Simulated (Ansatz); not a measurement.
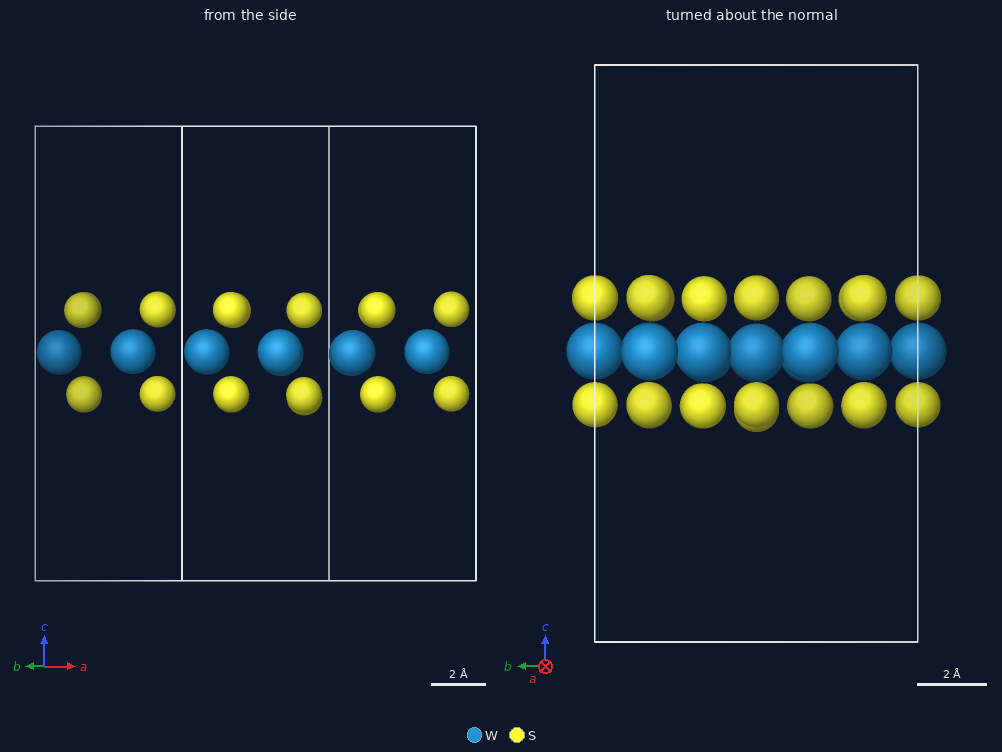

A spheres-only picture of a periodic sheet, seen from the side and turned about the normal. The surface normal points up in side views; the box is the simulation cell.

The cell holds 12 W, 23 S.

> Which species face the vacuum on either side?

The top face ends in S, the bottom face in S.

> What is the thickness of the slab?

About 3.3 Å from the lowest to the highest atom, with about 14 Å of vacuum to the next image.

> What layers make up the slab, from top to bottom?

Three planes: S / W / S.

Provenance: a structure listed in the Materials Project, repeated into a supercell with a point defect put in. The atoms were relaxed in a fixed cell with DFT PBE+D3(BJ), scalar-relativistic, plane waves, PAW in Ansatz 0.2.0.
